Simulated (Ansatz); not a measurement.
# Single-point calculation of B32N33 (part 1 of 3)

- system: B32N33 (defect cell, 65 atoms in the cell)
- method: DFT PBE, scalar-relativistic, plane waves, PAW, spin-polarised (Ansatz 0.2.0)

The structure derives from a Materials Project entry.

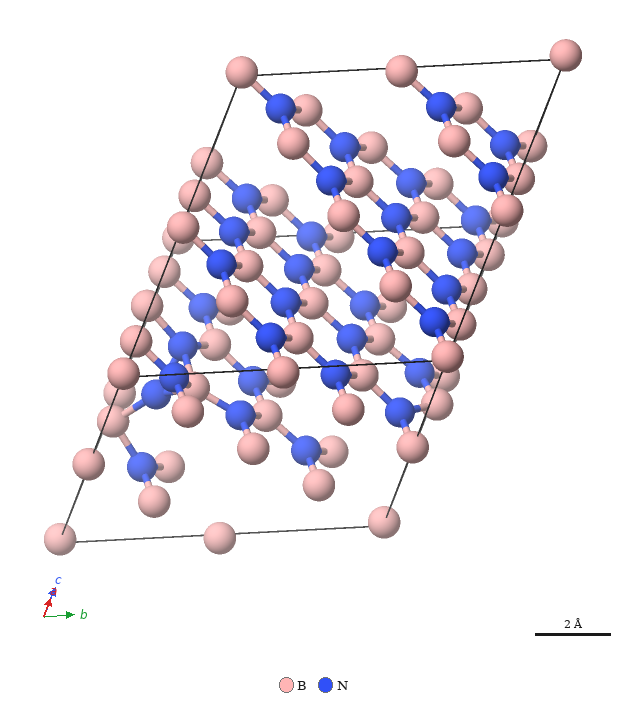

The structure (ball-and-stick view of the cell of the calculation, seen at an oblique angle). An atom can appear more than once, as a periodic image.

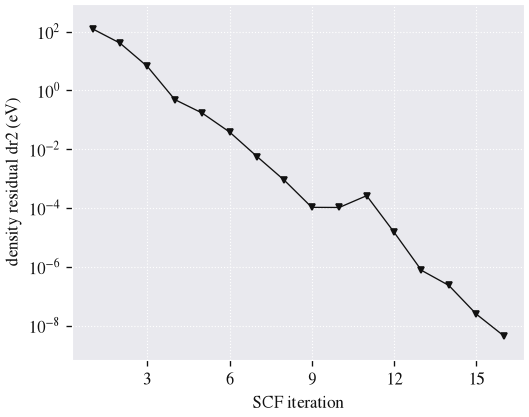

Convergence of the self-consistent field: density residual dr2 against the SCF iteration. The residual comes down, with one marked jump up, by a factor of about 2.5, at step 11.

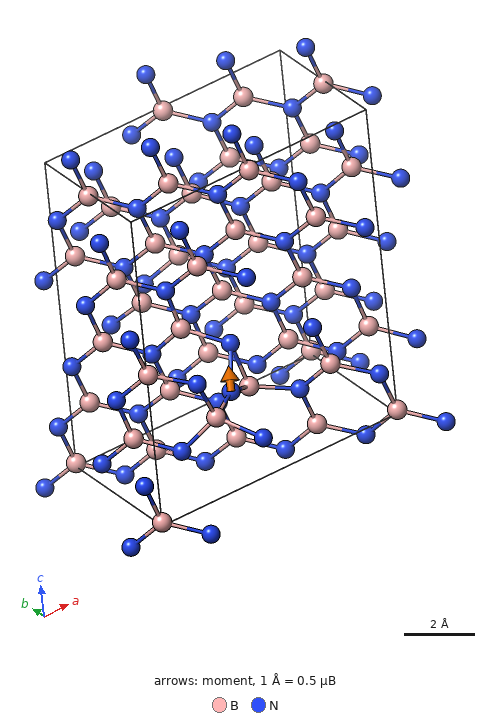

Magnetic moments of the sites as orange arrows (ball-and-stick view of the cell of the calculation, seen slightly off an axis; bonded neighbours outside the cell are drawn too); small moments hardly show. The run is collinear, so the axis drawn is arbitrary. Site moments: N65 (0.39 μB). They are counted near the atoms and needn't add up to the moment of the cell. Atoms are counted from 1 in the order of the input.

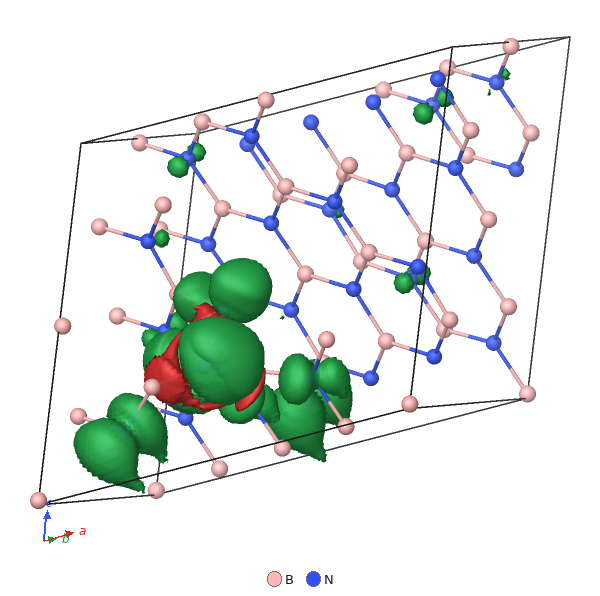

Isosurfaces of the spin density at +0.006 (green) and −0.006 e/Å³ (red), seen at an oblique angle. Sticks mark near contacts. The outline is the calculation cell. The spin density sits on N: +0.4 μB in one cell of 65 atoms: a single local moment. The cell of the calculation (65 atoms) carries 1.0 μB net. Core electrons are frozen (PAW), so the fields are smoothed inside the atomic spheres.

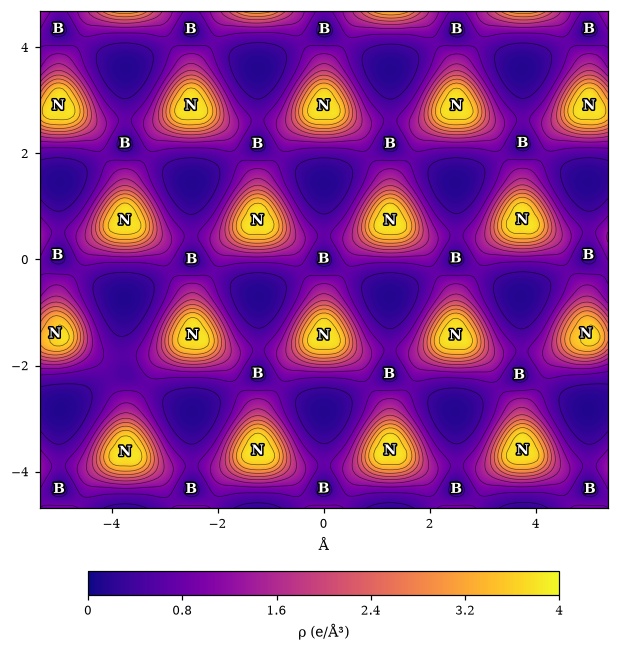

Valence electron density on the (111) plane of the calculation cell. Atoms in the plane: B and N. B–N (1.42 Å): the density is about 1.9 e/Å³ at the midpoint. B–N (1.46 Å): ρ is about 1.7 e/Å³ halfway. B–N (1.49 Å): ρ at the midpoint is about 1.7 e/Å³. Away from the nuclei the density in this plane falls to 0.13 e/Å³ at its lowest.

These pictures come from the run below.

The input
```yaml
crystal:
  lattice:
    - [-5.004487, -2.889342, 6.745869]
    - [5.004487, -2.889342, 6.745869]
    - [0.0, 5.778684, 6.745869]
  atoms:
    - { symbol: B, position: [0.9972666303, 0.4967206485, 0.5095474585] }
    - { symbol: B, position: [0.2560183674, 0.7573501503, 0.4926217106] }
    - { symbol: B, position: [0.2521276561, 0.5021701987, 0.7383821877] }
    - { symbol: B, position: [0.5039395094, 0.5038394249, 0.4901367327] }
    - { symbol: B, position: [0.7485446978, 0.745362429, 0.5094935763] }
    - { symbol: B, position: [1.0078279044, 1.0055155296, 0.4925968444] }
    - { symbol: B, position: [0.2382756339, 0.2470568579, 0.5132709966] }
    - { symbol: B, position: [0.7481442142, 0.4962770654, 0.7598048407] }
    - { symbol: B, position: [1.0035034991, 0.7530205579, 0.7398167521] }
    - { symbol: B, position: [0.2494993721, 0.9976311202, 0.7633746591] }
    - { symbol: B, position: [1.0007037898, 0.5006152663, 0.987405724] }
    - { symbol: B, position: [0.250504009, 0.7485537901, 1.0121000436] }
    - { symbol: B, position: [0.2489464991, 0.4967164701, 0.2577027661] }
    - { symbol: B, position: [0.4989151964, 0.9864446463, 0.5132005973] }
    - { symbol: B, position: [0.7543648744, 0.2534746601, 0.4901464459] }
    - { symbol: B, position: [0.500867059, 0.7465057513, 0.762984542] }
    - { symbol: B, position: [0.7526268892, 1.0016198605, 0.738354391] }
    - { symbol: B, position: [0.9984123271, 0.2490374341, 0.7630380393] }
    - { symbol: B, position: [0.4991699176, 0.4980211605, 1.009887801] }
    - { symbol: B, position: [0.7510702548, 0.7501933364, 0.9873807938] }
    - { symbol: B, position: [1.0004354353, 0.998642008, 1.0121126155] }
    - { symbol: B, position: [0.248905942, 0.2499087784, 0.9864237493] }
    - { symbol: B, position: [0.7517123186, 0.5012128541, 0.2383342438] }
    - { symbol: B, position: [0.9996662094, 0.7477952843, 0.2606883015] }
    - { symbol: B, position: [0.2715050122, 1.0209870204, 0.2530217532], spin: 0.2 }
    - { symbol: B, position: [0.5023565449, 0.2518703836, 0.739456522] }
    - { symbol: B, position: [0.5003627876, 0.9983848269, 0.9863579931] }
    - { symbol: B, position: [0.74985982, 0.2472563372, 1.0098602516] }
    - { symbol: B, position: [0.5020440691, 0.7511404078, 0.2376959451] }
    - { symbol: B, position: [0.7485378142, 0.9970169704, 0.2576310408] }
    - { symbol: B, position: [1.0016963461, 0.2515780149, 0.2377238276] }
    - { symbol: B, position: [0.4866599994, 0.2348202944, 0.2341071949], spin: 0.2 }
    - { symbol: "N", position: [0.6672660007, 0.161527572, 0.1729875884] }
    - { symbol: "N", position: [0.9169961892, 0.4173773419, 0.1537964189] }
    - { symbol: "N", position: [0.9218201241, 0.1714333066, 0.4082207996] }
    - { symbol: "N", position: [0.1648838519, 0.1679728777, 0.1519774918] }
    - { symbol: "N", position: [0.4135053052, 0.4154884241, 0.1730844471] }
    - { symbol: "N", position: [0.6678261488, 0.6664572475, 0.1537549044] }
    - { symbol: "N", position: [0.916638566, 0.9143452173, 0.177788774] }
    - { symbol: "N", position: [0.4003795802, 0.1485714365, 0.4239945177], spin: 0.2 }
    - { symbol: "N", position: [0.6701092221, 0.4196167152, 0.4066791976] }
    - { symbol: "N", position: [0.9149888039, 0.6631207572, 0.4261750948] }
    - { symbol: "N", position: [0.6694224378, 0.1689817525, 0.6558984281] }
    - { symbol: "N", position: [0.9150091076, 0.4133283385, 0.6762357631] }
    - { symbol: "N", position: [0.9173808715, 0.1650793826, 0.9283894104] }
    - { symbol: "N", position: [0.1662156141, 0.6647591511, 0.1777922937] }
    - { symbol: "N", position: [0.4184181201, 0.9143133469, 0.151918338], spin: 0.2 }
    - { symbol: "N", position: [0.1630921417, 0.4113741015, 0.4248962103] }
    - { symbol: "N", position: [0.4219260293, 0.6713240186, 0.4082289408] }
    - { symbol: "N", position: [0.663207449, 0.9111924074, 0.4248409743] }
    - { symbol: "N", position: [0.1654775431, 0.1651869513, 0.6805756574] }
    - { symbol: "N", position: [0.4194532806, 0.4189315392, 0.6558989081] }
    - { symbol: "N", position: [0.6651835024, 0.6631113682, 0.6762125825] }
    - { symbol: "N", position: [0.920577421, 0.9199369904, 0.6569326442] }
    - { symbol: "N", position: [0.4177431292, 0.1672584456, 0.9042514371] }
    - { symbol: "N", position: [0.665018988, 0.4131487078, 0.9252668351] }
    - { symbol: "N", position: [0.9187079029, 0.6682306062, 0.9050934572] }
    - { symbol: "N", position: [0.1769668933, 0.9264699296, 0.4153240166] }
    - { symbol: "N", position: [0.1704484627, 0.6701153786, 0.6569608316] }
    - { symbol: "N", position: [0.4169832347, 0.9135605784, 0.6804436801] }
    - { symbol: "N", position: [0.1664780592, 0.4167836531, 0.9025769766] }
    - { symbol: "N", position: [0.416961265, 0.6655154835, 0.9283889654] }
    - { symbol: "N", position: [0.6672176228, 0.9159390462, 0.9025158114] }
    - { symbol: "N", position: [0.166432129, 0.9145597994, 0.9280152198] }
    - { symbol: "N", position: [0.3752853964, 0.1240591393, 0.2797440013], spin: 0.39 }
magnetization:
  spin_polarized: true
basis:
  ecutwfc: 420
  fft_grid_basis: typed
kpoints:
  mp_grid: { grid: [3, 3, 3] }
hamiltonian:
  xc: pbe
  pseudopotentials: { kind: paw }
scf:
  occupations: { method: gaussian, width: 0.05 }
output:
  forces: true
  stress: false
  eigenvalues: true
  bader: true
  write_density: true
  volumetric_format: npy
  populations: true
```

Launch command:
```bash
ansatz run input.yaml --threads 4 --pin off --max-ram 10240MiB --backend cpu --events-out ev --progress --plain --runs-dir out
```

Log
```
Engine: ansatz 0.2.0, aarch64-unknown-linux-gnu
Pseudopotentials: kind: paw
Pseudopotential: B, paw, valence charge 3, recommended cutoff 420 eV (normal), B.paw.azcp
Pseudopotential: N, paw, valence charge 5, recommended cutoff 420 eV (normal), N.paw.azcp
Functional definition: PBE
  parameter kappa = 0.804
  parameter beta = 0.06672455060314922
  exchange = pbe_x(kappa = kappa, mu = beta*pi^2/3)
  correlation = pbe_c(beta = beta)
Crystal: 65 atoms, lattice volume = 585.258 Å³
Basis set: ecut = 420 eV, 11429 PW (Γ), exchange–correlation on 120×120×120 points (8 copies of the dense FFT grid, shifted against one another)
Bands: 197, of which v1, the nominal top of the filled ones, is band 131 counted from 1 (130 counted from 0)
Symmetry: 1 space group operations
Space group: P1 (ITA 1), of the structure as read, at distance tolerance 8.4e-5 Å
Magnetic group: BNS 1.1 (UNI 1), of the structure as read, at distance tolerance 8.4e-5 Å
k-points: 14 of 27 (time reversal used)
Non-local potential: B, projectors of the file, l = 0: 2, l = 1: 2, l = 2: 1
Non-local potential: N, projectors of the file, l = 0: 2, l = 1: 2, l = 2: 1
PAW form: soft (Blöchl's): semilocal exchange-correlation on the pseudo side does not see the compensation charge
PAW one-centre angular grid: B, 110 points (default); XC on 64 Gauss nodes
PAW one-centre angular grid: N, 110 points (default); XC on 64 Gauss nodes
Initial density: superposition of atomic densities (chi_scale 0.1, normalization cell, long waves kept (reshape's long-wave potential 0.14 eV rms))
Starting moments: Σ|m| = 1.19 μB on 5 of 65 sites
Initial wavefunctions: pseudopotential atomic-orbital guess
Functional: x = pbe(κ = 0.804, μ = 0.2195149727645171), c = pbe(β = 0.06672455060314922)
```
